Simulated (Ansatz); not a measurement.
**Energy of Sr along an even scaling of the cell**

System: Sr (2 atoms in the cell).
Method: DFT, LDA (PW92), plane waves (420 eV) with PAW, scalar-relativistic, no spin polarisation (Ansatz 0.2.0).

The 5 runs differ only in the geometry, by an even scaling of the cell at fixed fractional positions.

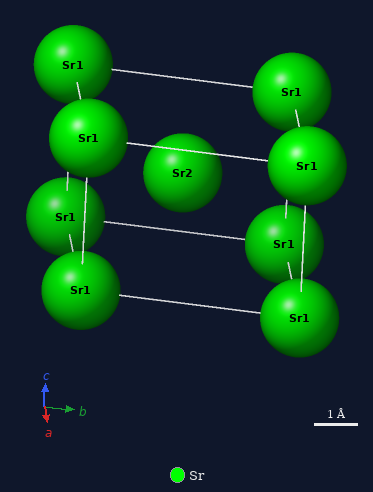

Figure 1. The structure of run 3 (spheres-only view of the reduced cell, seen at an oblique angle; atoms are numbered from 1 in the order of the input).

**Input of run 3**
```yaml
crystal:
  lattice:
    - [-3.5362904741, 3.5388460086, 1.9079518365]
    - [3.5388460086, -3.5362904741, 1.9079518365]
    - [3.542415668, 3.542415668, -1.9032713703]
  atoms:
    - { symbol: Sr, position: [0.999842225, 0.000157775, 0.0] }
    - { symbol: Sr, position: [0.750157775, 0.249842225, 0.5] }
hamiltonian:
  xc: lda
  pseudopotentials:
    kind: paw
    azcp:
      Sr: "pseudopotentials/Sr.paw.azcp"
basis:
  ecutwfc: 420
  fft_grid_basis: typed
kpoints:
  mp_grid: { grid: [11, 11, 7], shift: [0, 0, 0] }
magnetization:
  spin_polarized: false
scf:
  occupations: { method: fermi_dirac, width: 0.1 }
  lower_state_search: "off"
output:
  stress: true
```

Run 4 differs from it as follows:
```diff
-    - [-3.5362904741, 3.5388460086, 1.9079518365]
-    - [3.5388460086, -3.5362904741, 1.9079518365]
-    - [3.542415668, 3.542415668, -1.9032713703]
+    - [-3.5828259485, 3.5854151123, 1.9330593452]
+    - [3.5854151123, -3.5828259485, 1.9330593452]
+    - [3.5890317463, 3.5890317463, -1.9283172869]
```

**Results, with one run withheld**

```tsv
run	volume per atom (Å³)	free energy per atom, from the lowest run given (meV)	pressure (GPa)
1	42.096	25.72	1.59
2	45.923	2.50	0.43
3	47.836	0.00	0.00
4	49.750	?	?
5	53.577	17.74	−0.91
```

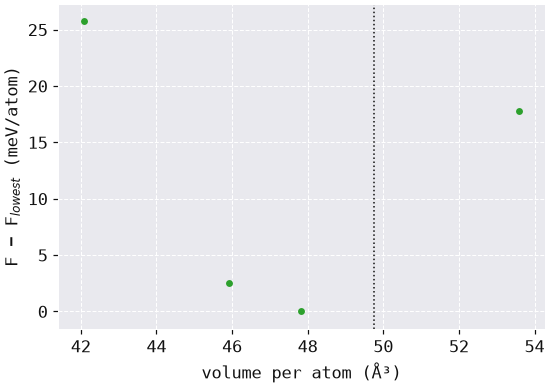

Figure 2. Free energy per atom of the runs given; the dotted line marks run 4.

What should run 4 give?

A quadratic polynomial in V^(−2/3) (the Birch–Murnaghan form), fitted to the 4 runs given, misses them by at most 0.05 meV per atom. With x = V^(−2/3) − 0.07672 Å⁻², it reads F = 0.40551 + 902.68 x + 5.7085e+05 x² (meV per atom). At run 4 it gives 2.34 meV per atom, and the run itself gives 2.19. The slope of the fit gives a pressure −dF/dV of −0.36 GPa there, and the run prints −0.36 GPa. The fit has its minimum at 47.795 Å³ per atom, where V d²F/dV² gives 9.81 GPa. Cell shape and fractional positions are held, so this is the stiffness under even scaling; the relaxed bulk modulus wasn't computed.

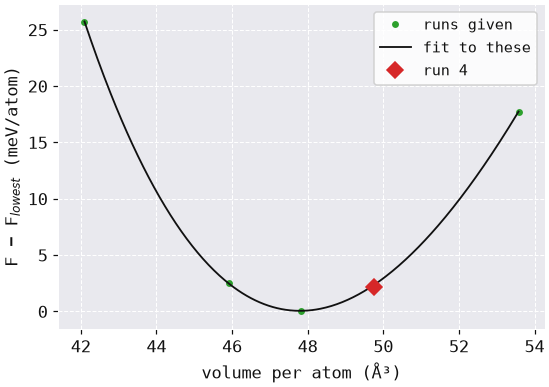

Figure 3. The fit and the withheld run.

**Output, shortened to warnings, some set-up lines, iterations and results (run 4)**
```
Warning: [file] the record states the generating functional pbe (its physics header spells it `PBE`), which answers neither for hamiltonian.xc's functional nor for the lda family's — results may be inconsistent (PPs are generated against a specific XC)
Basis set: ecut = 420 eV, 1915 PW (Γ)
Symmetry: 4 space group operations
k-points: 234 of 847
Initial density: superposition of atomic densities (neutral atoms: chi_scale 0, normalization atom), corrected by the library's trained network
[...]
SCF iter   1: F=—  HF=-6888.175943 eV  |F-HF|=—  |Δ(HF+E_count)|=         —  Δρ=3.61e-3  dr2=7.72e-3  ethr=1.77e-3  ⟨swp⟩=8.0  Hψ=24084  notcnv=0
SCF iter   2: F=—  HF=-6888.175050 eV  |F-HF|=—  |Δ(HF+E_count)|=   8.93e-4  Δρ=1.88e-3  dr2=3.17e-3  ethr=3.86e-5  ⟨swp⟩=2.3  Hψ=6740  notcnv=0
SCF iter   3: F=—  HF=-6888.174760 eV  |F-HF|=—  |Δ(HF+E_count)|=   2.90e-4  Δρ=3.53e-4  dr2=2.15e-4  ethr=1.58e-5  ⟨swp⟩=1.9  Hψ=4922  notcnv=0
SCF iter   4: F=—  HF=-6888.174736 eV  |F-HF|=—  |Δ(HF+E_count)|=   2.38e-5  Δρ=9.71e-5  dr2=7.25e-6  ethr=1.07e-6  ⟨swp⟩=1.0  Hψ=3359  notcnv=0
SCF iter   5: F=—  HF=-6888.174735 eV  |F-HF|=—  |Δ(HF+E_count)|=   1.27e-6  Δρ=4.06e-5  dr2=1.31e-6  ethr=3.63e-8  ⟨swp⟩=2.8  Hψ=5933  notcnv=0
SCF iter   6: F=-6888.174734 eV  HF=-6888.174734 eV  |F-HF|=9.01e-9  |Δ(HF+E_count)|=   3.88e-7  Δρ=5.38e-6  dr2=2.63e-8  ethr=5.00e-10  ⟨swp⟩=3.2  Hψ=15151  notcnv=0
SCF 1 converged in 6 iterations: F = -6888.174734 eV  dr2 = 2.63e-8
SCF converged after 6 iterations
Free energy (F): -6888.174734 eV
Harris-Foulkes:  -6888.174734 eV  (|F-HF|=9.01e-9)
Internal energy: -6888.078950 eV  (E = F + TS)
E sigma→0 (E₀):  -6888.126842 eV
Entropy (-TS):   -0.095784 eV (-47.892 meV/atom)
Fermi energy:    5.421117 eV
--- Per-component energies (eV) ---
  E_band       = -262.003340
  E_kinetic    = 485.318297
  E_local      = -1514.447849  (includes V_loc(G=0)·N_el)
  E_nonlocal   = 413.679919
  E_hartree    = 379.358319
  E_xc         = -339.214047
  E_vxc        = -318.471795  (∫ρ·V_xc dr)
  E_paw        = -5194.320432  (= ΣΔE_a)
  E_vpaw       = -86.795175  (= ΣTr[D̂ρ^β])
  E_aug_tail   = -0.000003  (compensation charges beyond the density's cutoff)
  E_ewald      = -1119.041426
  E_core_change = 0.588271  (= ΣΔE_core)
  E_smearing   = -0.095784  (= −TS)
  E_closure    = -0.000000  (closes the sum)
  Σ components = -6888.174734   (vs F -6888.174734, Δ=0.00e0)
--- Stress (GPa, compression-positive) ---
       -0.340399       0.010021      -0.002465
        0.010021      -0.340399      -0.002465
       -0.002465      -0.002465      -0.391929
  P = ⅓ Tr σ = -0.3576 GPa (-3.576 kbar)
```

Warnings of the run: the PAW datasets were made with another functional.
